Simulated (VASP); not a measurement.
# Geometry relaxation, with input and output: FeSi (part 4 of 4)

Continued. System: FeSi (8 atoms in the cell). Method: Kohn-Sham DFT of a periodic cell, LDA, VASP PAW LDA potentials, recommended, no spin polarisation (VASP 6.6.1); cutoff 600 eV, 8×8×8 k-mesh, Gaussian smearing of 0.03 eV. The structure derives from an entry of the Crystallography Open Database.

Geometry of the input (Å; fractional positions):
```
4.5507  0.0000  0.0000
0.0000  4.5507  0.0000
0.0000  0.0000  4.5507
Fe 0.1365  0.1365  0.1365
Fe 0.3635  0.8635  0.6365
Fe 0.6365  0.3635  0.8635
Fe 0.8635  0.6365  0.3635
Si 0.8424  0.8424  0.8424
Si 0.6576  0.1576  0.3424
Si 0.3424  0.6576  0.1576
Si 0.1576  0.3424  0.6576
```

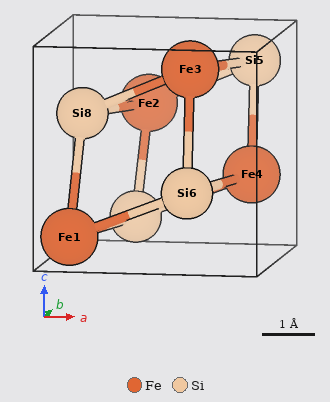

Fig. 1: The geometry at step 7 of the log (ball-and-stick view of the cell of the calculation, seen slightly off an axis; atoms are numbered from 1 in the order of the input).

### Trajectory as extended XYZ, continued
```
8
Lattice="4.3728 0.0000 0.0000 0.0000 4.3728 0.0000 0.0000 -0.0000 4.3728" Properties=species:S:1:pos:R:3:forces:R:3 step=4 energy=-66.55356
Fe    0.5931    0.5931    0.5931    0.0996   0.0996   0.0996
Fe    1.5933    3.7797    2.7795   -0.0996  -0.0996   0.0996
Fe    2.7795    1.5933    3.7797    0.0996  -0.0996  -0.0996
Fe    3.7797    2.7795    1.5933   -0.0996   0.0996  -0.0996
Si    3.6798    3.6798    3.6798   -0.0669  -0.0669  -0.0669
Si    2.8794    0.6930    1.4934    0.0669   0.0669  -0.0669
Si    1.4934    2.8794    0.6930   -0.0669   0.0669   0.0669
Si    0.6930    1.4934    2.8794    0.0669  -0.0669   0.0669
8
Lattice="4.3717 0.0000 0.0000 0.0000 4.3717 0.0000 -0.0000 -0.0000 4.3717" Properties=species:S:1:pos:R:3:forces:R:3 step=5 energy=-66.55805
Fe    0.5971    0.5971    0.5971    0.0374   0.0374   0.0374
Fe    1.5888    3.7746    2.7829   -0.0374  -0.0374   0.0374
Fe    2.7829    1.5888    3.7746    0.0374  -0.0374  -0.0374
Fe    3.7746    2.7829    1.5888   -0.0374   0.0374  -0.0374
Si    3.6759    3.6759    3.6759   -0.0015  -0.0015  -0.0015
Si    2.8817    0.6958    1.4900    0.0015   0.0015  -0.0015
Si    1.4900    2.8817    0.6958   -0.0015   0.0015   0.0015
Si    0.6958    1.4900    2.8817    0.0015  -0.0015   0.0015
8
Lattice="4.3713 0.0000 0.0000 0.0000 4.3713 0.0000 -0.0000 -0.0000 4.3713" Properties=species:S:1:pos:R:3:forces:R:3 step=6 energy=-66.55835
Fe    0.5983    0.5983    0.5983    0.0188   0.0188   0.0188
Fe    1.5873    3.7730    2.7840   -0.0188  -0.0188   0.0188
Fe    2.7840    1.5873    3.7730    0.0188  -0.0188  -0.0188
Fe    3.7730    2.7840    1.5873   -0.0188   0.0188  -0.0188
Si    3.6746    3.6746    3.6746    0.0184   0.0184   0.0184
Si    2.8824    0.6967    1.4890   -0.0184  -0.0184   0.0184
Si    1.4890    2.8824    0.6967    0.0184  -0.0184  -0.0184
Si    0.6967    1.4890    2.8824   -0.0184   0.0184  -0.0184
8
Lattice="4.3766 0.0000 0.0000 0.0000 4.3766 0.0000 0.0000 -0.0000 4.3766" Properties=species:S:1:pos:R:3:forces:R:3 step=7 energy=-66.55828
Fe    0.6000    0.6000    0.6000   -0.0015  -0.0015  -0.0015
Fe    1.5883    3.7766    2.7884    0.0015   0.0015  -0.0015
Fe    2.7884    1.5883    3.7766   -0.0015   0.0015   0.0015
Fe    3.7766    2.7884    1.5883    0.0015  -0.0015   0.0015
Si    3.6798    3.6798    3.6798    0.0022   0.0022   0.0022
Si    2.8851    0.6968    1.4915   -0.0022  -0.0022   0.0022
Si    1.4915    2.8851    0.6968    0.0022  -0.0022  -0.0022
Si    0.6968    1.4915    2.8851   -0.0022   0.0022  -0.0022
8
Lattice="4.3738 0.0000 0.0000 0.0000 4.3738 0.0000 0.0000 -0.0000 4.3738" Properties=species:S:1:pos:R:3:forces:R:3 step=8 energy=-66.55861
Fe    0.5991    0.5991    0.5991    0.0092   0.0092   0.0092
Fe    1.5878    3.7747    2.7861   -0.0092  -0.0092   0.0092
Fe    2.7861    1.5878    3.7747    0.0092  -0.0092  -0.0092
Fe    3.7747    2.7861    1.5878   -0.0092   0.0092  -0.0092
Si    3.6771    3.6771    3.6771    0.0108   0.0108   0.0108
Si    2.8837    0.6968    1.4902   -0.0108  -0.0108   0.0108
Si    1.4902    2.8837    0.6968    0.0108  -0.0108  -0.0108
Si    0.6968    1.4902    2.8837   -0.0108   0.0108  -0.0108
8
Lattice="4.3733 0.0000 0.0000 0.0000 4.3733 0.0000 0.0000 -0.0000 4.3733" Properties=species:S:1:pos:R:3:forces:R:3 step=9 energy=-66.55871
Fe    0.5996    0.5996    0.5996    0.0044   0.0044   0.0044
Fe    1.5870    3.7737    2.7862   -0.0044  -0.0044   0.0044
Fe    2.7862    1.5870    3.7737    0.0044  -0.0044  -0.0044
Fe    3.7737    2.7862    1.5870   -0.0044   0.0044  -0.0044
Si    3.6771    3.6771    3.6771    0.0022   0.0022   0.0022
Si    2.8827    0.6961    1.4905   -0.0022  -0.0022   0.0022
Si    1.4905    2.8827    0.6961    0.0022  -0.0022  -0.0022
Si    0.6961    1.4905    2.8827   -0.0022   0.0022  -0.0022
```
